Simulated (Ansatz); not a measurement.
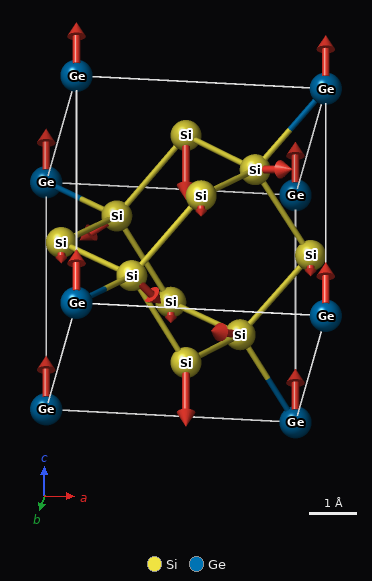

The lowest optical mode of crystalline Si$_{7}$Ge, space group P-43m (No. 215), at the zone centre. The red arrows are the displacements of the atoms (eigenvector over the root of the mass), of arbitrary overall length and sign. A ball-and-stick model of the cell of the calculation, seen from a free direction.

These are results of DFT PBEsol, scalar-relativistic, plane waves, PAW (Ansatz), not measurements. (plane-wave cutoff 420 eV; k-point mesh 6 × 6 × 6; occupations gaussian; smearing width 0.03 eV; no spin polarisation)

Frequencies are those without the non-analytic (LO–TO) term.

> Is the structure stable against all modes at this point?

Yes: this softest mode has a real frequency, and so have all others here. That speaks for this wave vector alone: the rest of the zone wasn't checked in this run. This is the T₂ mode (triply degenerate; one member of the set is drawn) at 111 cm⁻¹, the lowest optical level, infrared- and Raman-active by symmetry. It mainly bends the Si–Si, Ge–Si bonds; the kinetic energy is shared as Si 62 %, Ge 38 %.
